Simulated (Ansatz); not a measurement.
System: KCl.

How it was computed, with Ansatz 0.2.0: relaxed lattice of one prototype by several density functionals, zero stress, symmetry kept, spin-unpolarised plane waves.

prototype h-MgO (five-fold); atoms in cell 4; periodic directions 3.

Predict the volume per atom by functional. The cases: HSE06; r2SCAN; PBE; LDA; PBEsol.

The least value, 34.802 Å³, is that of LDA, and the largest, 39.815 Å³, that of PBE. In rising order: LDA (34.802), PBEsol (37.630), r2SCAN (38.572), HSE06 (39.258), PBE (39.815), in Å³. The lattice constant a, in Å, is 5.372 for HSE06, 5.344 for r2SCAN, 5.392 for PBE, 5.164 for LDA and 5.300 for PBEsol. The lattice constant c, in Å, is 6.283 for HSE06, 6.239 for r2SCAN, 6.324 for PBE, 6.027 for LDA and 6.188 for PBEsol.

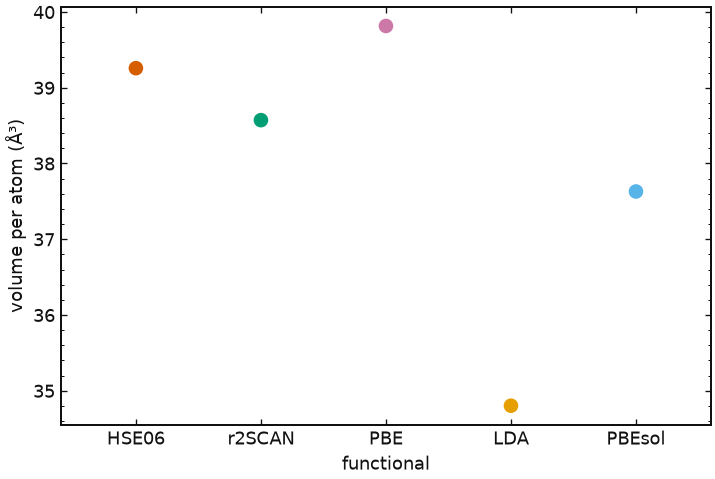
